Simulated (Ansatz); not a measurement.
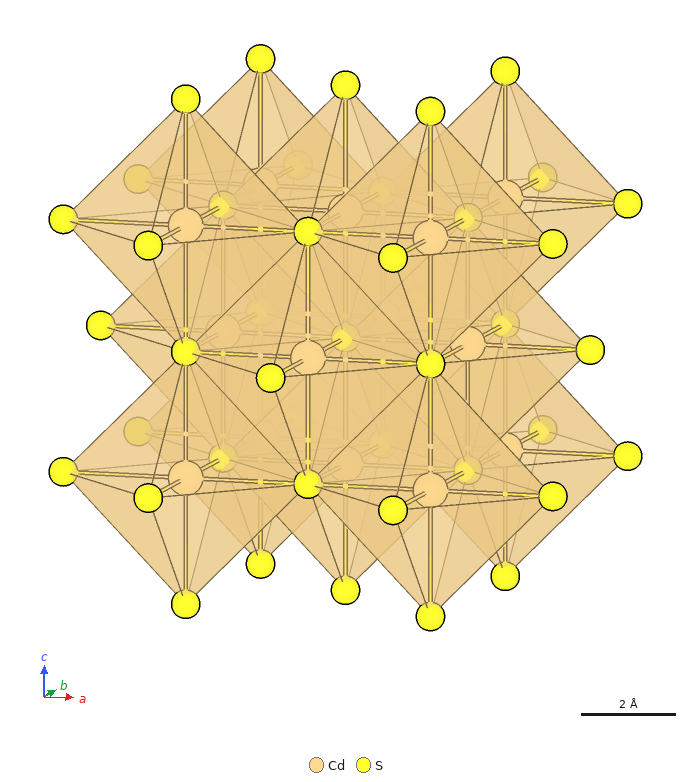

Figure 1. The structure (polyhedral view of the cell 4 times as large as that of the calculation, set on its symmetry axes, seen slightly off an axis; polyhedra are completed across the faces of the cell).

GW calculation, with input and output: CdS

CdS (2 atoms in the cell), computed with DFT, PBE, plane waves, PAW, no spin polarisation (Ansatz 0.2.0).

The structure was built on a prototype by a generator. The geometry comes from this level: r2SCAN. It belongs to a series of runs on one base structure; here: G0W0 settings.

## The input
```yaml
crystal:
  lattice:
    - [0.0, 2.7267765431, 2.7267765431]
    - [2.7267765431, 0.0, 2.7267765431]
    - [2.7267765431, 2.7267765431, 0.0]
  atoms:
    - { symbol: Cd, position: [0.0, 0.0, 0.0] }
    - { symbol: S, position: [0.5, 0.5, 0.5] }
kpoints:
  mp_grid: { grid: [4, 4, 4] }
hamiltonian:
  xc: pbe
scf:
  occupations: { method: fixed }
gw:
  n_empty_bands: 60
  ecut_chi: 80
  qp_bands: [v1, c1]
  qp_kpoints: band_edges
  screening: { model: godby_needs }
```

Hardware: 4 threads of an x86-64 CPU, shared host.

Launched with:
```bash
ansatz run input.yaml --threads 4 --pin off --max-ram 3686MiB --backend cpu --events-out ev --progress --plain --runs-dir out
```

## Log
```
Engine: ansatz 0.2.0, x86_64-unknown-linux-gnu
Pseudopotentials: kind: paw
Pseudopotential: Cd, paw, valence charge 20, recommended cutoff 420 eV (normal), Cd.paw.azcp
Pseudopotential: S, paw, valence charge 6, recommended cutoff 420 eV (normal), S.paw.azcp
Functional definition: PBE
  parameter kappa = 0.804
  parameter beta = 0.06672455060314922
  exchange = pbe_x(kappa = kappa, mu = beta*pi^2/3)
  correlation = pbe_c(beta = beta)
Crystal: 2 atoms, lattice volume = 40.549 Å³
Basis set: ecut = 420 eV, 821 PW (Γ)
Bands: 17, of which v1, the nominal top of the filled ones, is band 13 counted from 1 (12 counted from 0)
Symmetry: 48 space group operations
Space group: Fm-3m (ITA 225), of the structure as read, at distance tolerance 3.4e-5 Å
k-points: 8 of 64
Non-local potential: Cd, projectors of the file, l = 0: 3, l = 1: 2, l = 2: 2, l = 3: 1
Non-local potential: S, projectors of the file, l = 0: 2, l = 1: 2, l = 2: 2
PAW form: soft (Blöchl's): semilocal exchange-correlation on the pseudo side does not see the compensation charge
PAW one-centre angular grid: Cd, 590 points (default); XC on 64 Gauss nodes
PAW one-centre angular grid: S, 110 points (default); XC on 64 Gauss nodes
Initial density: superposition of atomic densities (neutral atoms: chi_scale 0, normalization atom), corrected by the library's trained network
Initial wavefunctions: pseudopotential atomic-orbital guess
Functional: x = pbe(κ = 0.804, μ = 0.2195149727645171), c = pbe(β = 0.06672455060314922)
SCF iter   1: F=—  HF=-9157.475423 eV  |F-HF|=—  |Δ(HF+E_count)|=         —  Δρ=3.05e-3  dr2=6.52e-3  ethr=1.77e-3  ⟨swp⟩=4.4  Hψ=571  notcnv=0  defer=12
preconditioner: auto → none  [insulator: Δε(μ)=0.277 eV  Ē_g=12.516 eV  n_scr=14 (ndim 8)  ℏωp=24.7 eV  f_vac=0.004  ε∞_Penn≈4.9]
SCF iter   2: F=—  HF=-9157.474328 eV  |F-HF|=—  |Δ(HF+E_count)|=   1.10e-3  Δρ=1.15e-3  dr2=4.61e-4  ethr=2.51e-5  ⟨swp⟩=2.4  Hψ=270  notcnv=0  defer=14
SCF iter   3: F=—  HF=-9157.474235 eV  |F-HF|=—  |Δ(HF+E_count)|=   9.30e-5  Δρ=3.75e-4  dr2=3.65e-5  ethr=1.77e-6  ⟨swp⟩=2.1  Hψ=223  notcnv=0  defer=13
SCF iter   4: F=—  HF=-9157.474251 eV  |F-HF|=—  |Δ(HF+E_count)|=   1.61e-5  Δρ=1.64e-4  dr2=6.37e-6  ethr=1.40e-7  ⟨swp⟩=2.1  Hψ=173  notcnv=0
iter 5 did not close the SCF: its close was put off for the readings that it lacked (scf_convergence_deferred on its scf_iter line)
SCF iter   5: F=-9157.474254 eV  HF=-9157.474254 eV  |F-HF|=4.90e-8  |Δ(HF+E_count)|=   2.91e-6  Δρ=1.55e-5  dr2=5.35e-8  ethr=2.45e-8  ⟨swp⟩=2.5  Hψ=218  notcnv=0
SCF iter   6: F=-9157.474254 eV  HF=-9157.474254 eV  |F-HF|=7.49e-10  |Δ(HF+E_count)|=   5.83e-8  Δρ=1.54e-6  dr2=1.16e-9  ethr=2.06e-10  ⟨swp⟩=3.1  Hψ=554  notcnv=0
SCF 1 converged in 6 iterations: F = -9157.474254 eV  dr2 = 1.16e-9
  greatest PAW one-centre occupation: 1.000 electrons in one spin orbital (limit 2), on the Cd atom at site 0 (counted from 0), in its partial waves of l = 0
NSCF: frozen V_eff on 8 k-points
G₀W₀ screening: q 1/8
G₀W₀ screening: q 2/8 (q-point 5)
G₀W₀ screening: q 3/8 (q-point 6)
G₀W₀ screening: q 4/8 (q-point 2)
G₀W₀ screening: q 5/8 (q-point 4)
G₀W₀ screening: q 6/8 (q-point 8)
G₀W₀ screening: q 7/8 (q-point 3)
G₀W₀ screening: q 8/8 (q-point 7)
G₀W₀ self-energy: k 1/6
G₀W₀ self-energy: k 2/6
G₀W₀ self-energy: k 3/6
G₀W₀ self-energy: k 4/6
G₀W₀ self-energy: k 5/6
G₀W₀ self-energy: k 6/6
NSCF: frozen V_eff on 1 k-points
SCF converged after 6 iterations
Free energy (F): -9157.474254 eV
Harris-Foulkes:  -9157.474254 eV  (|F-HF|=7.49e-10)
Internal energy: -9157.474254 eV  (E = F + TS)
E sigma→0 (E₀):  -9157.474254 eV
Fermi energy:    9.898215 eV
--- Per-component energies (eV) ---
  E_band       = -436.215151
  E_kinetic    = 612.086977
  E_local      = -3524.065646  (includes V_loc(G=0)·N_el)
  E_nonlocal   = 63.141126
  E_hartree    = 1634.286356
  E_xc         = -273.789987
  E_vxc        = -309.026516  (∫ρ·V_xc dr)
  E_paw        = -4684.756399  (= ΣΔE_a)
  E_vpaw       = -546.923574  (= ΣTr[D̂ρ^β])
  E_aug_tail   = 0.000015  (compensation charges beyond the density's cutoff)
  E_ewald      = -2984.376697
  E_smearing   = -0.000000  (= −TS)
  E_closure    = 0.000000  (closes the sum)
  Σ components = -9157.474254   (vs F -9157.474254, Δ=0.00e0)
--- Band table (eV; the first three rows and the last of 8) ---
  k-point 0: bands = ["-91.7564", "-52.8322", "-52.8322", "-52.8322", "-2.9610", "2.1992", "2.1992", "2.1992", "2.2009", "2.2009", "9.1222", "9.1222", "9.1222", "10.8402", "19.0494", "19.0494", "19.0494"]
  k-point 1: bands = ["-91.7564", "-52.8331", "-52.8324", "-52.8324", "-2.4562", "2.0400", "2.0400", "2.1266", "2.3030", "2.3030", "6.4641", "9.4820", "9.4820", "13.2435", "16.7016", "17.3177", "17.3177"]
  k-point 2: bands = ["-91.7563", "-52.8339", "-52.8325", "-52.8325", "-1.7941", "1.8895", "1.8895", "1.9335", "2.4098", "2.4098", "4.9817", "9.8982", "9.8982", "13.3600", "15.7343", "15.7343", "16.7888"]
  k-point 7: bands = ["-91.7563", "-52.8334", "-52.8334", "-52.8329", "-1.8875", "2.0576", "2.2008", "2.2008", "2.4771", "2.9981", "6.6360", "6.6360", "6.9859", "13.3250", "16.6035", "17.5116", "17.5116"]
--- G₀W₀: ω_p = 29.7341 eV, 64 q-points, 60 empty bands' worth ---
  eigenvalues of the whole cell's RPA ε∞ on this k-mesh (on a slab, of 1 + 4πα/V) = 14.0119, 14.0119, 14.0119; static W/v taken at q = 0 is 0.071368
  GN-PPA: 129726/286645 pairs with Re ω̃² < 0 across q-mesh
  gw.qp_kpoints: band_edges: 6 of 8 stored k-points solved, in 1 pass; an edge of the gap read off the rows below is read off those points alone
    valence top: of the k-points left out ik 3 came nearest to being solved in a further pass, in band 13 (counted from 1, as in the quasiparticle table): it holds the edge there only if its correction is more favourable than any solved in that band by at least 1.437 eV; those differ by 0.221 eV
    conduction bottom: of the k-points left out ik 3 came nearest to being solved in a further pass, in band 14 (counted from 1, as in the quasiparticle table): it holds the edge there only if its correction is more favourable than any solved in that band by at least 2.609 eV; those differ by 0.297 eV
    ik  band        ε_KS         Σx   Σc(E_QP)       V_xc       Z   E_QP_lin       E_QP  E_QP is
     0    13      9.1222   -18.1526     2.5604   -15.2548  0.7842     8.7841     8.7848  root
     0    14     10.8402   -10.3219    -3.8106   -14.5259  0.8111    11.2343    11.2335  root
     1    13      9.4820   -19.4071     2.5421   -16.5556  0.7870     9.1719     9.1727  root
     1    14     13.2435    -9.7788    -4.0459   -14.2218  0.8064    13.6416    13.6407  root
     2    13      9.8982   -20.8243     2.5639   -17.9823  0.7898     9.6197     9.6201  root
     2    14     13.3600    -6.5342    -4.1319   -10.7979  0.8180    13.4919    13.4918  root
     4    13      8.6637   -18.9192     2.7004   -15.8094  0.7872     8.2530     8.2545  root
     4    14     12.5108    -9.3106    -3.9891   -13.7281  0.8097    12.9401    12.9392  root
     5    13      9.7493   -20.4372     2.5355   -17.6052  0.7901     9.4525     9.4529  root
     5    14     14.2989    -7.8423    -4.4152   -12.6376  0.8048    14.6767    14.6790  root
     6    13      7.7136   -17.4464     2.8610   -14.0858  0.8094     7.1961     7.2139  root
     6    14     10.1143    -9.3854    -3.6381   -13.3943  0.8154    10.4858    10.4852  root
```

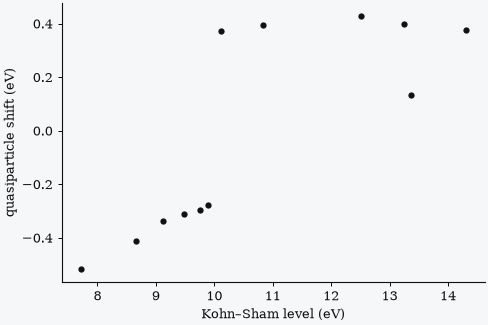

Figure 2. Quasiparticle corrections (linearised) against the Kohn–Sham levels, for the bands and k-points computed. On this mesh the gap goes from 0.22 to 0.87 eV.

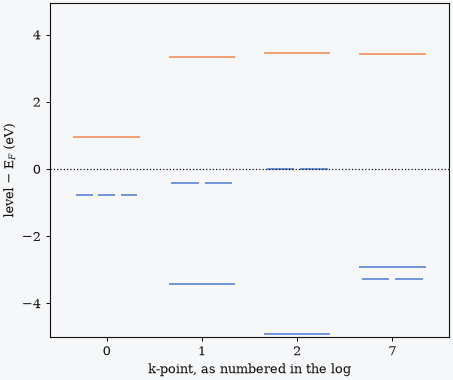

Figure 3. Kohn–Sham levels near the Fermi level (dotted) at the few k-points that the log prints; levels within 0.02 eV of each other stand side by side. Among these points the highest filled and lowest empty levels are 0.94 eV apart; the gap on the full mesh, 0.22 eV, has an edge at a point that isn't printed.

## Results in brief

- outcome: converged
- space group (tolerance 0.01 Å): Fm-3m (225)
- electrons treated: 26
- free energy: −9157.4743 eV
- Fermi energy: 9.898 eV
- gap on the k-point mesh: 0.22 eV
- quasiparticle gap on the mesh: 0.87 eV
- wall time: 3.9 s (CPU time 11 s)
- peak memory: 0.33 GiB

## Remarks

Settings chosen away from the usual ones: G0W0 settings. The GW levels are not extrapolated in basis or mesh. The k-point mesh is coarse for a cell of this size, so the results may not be converged.
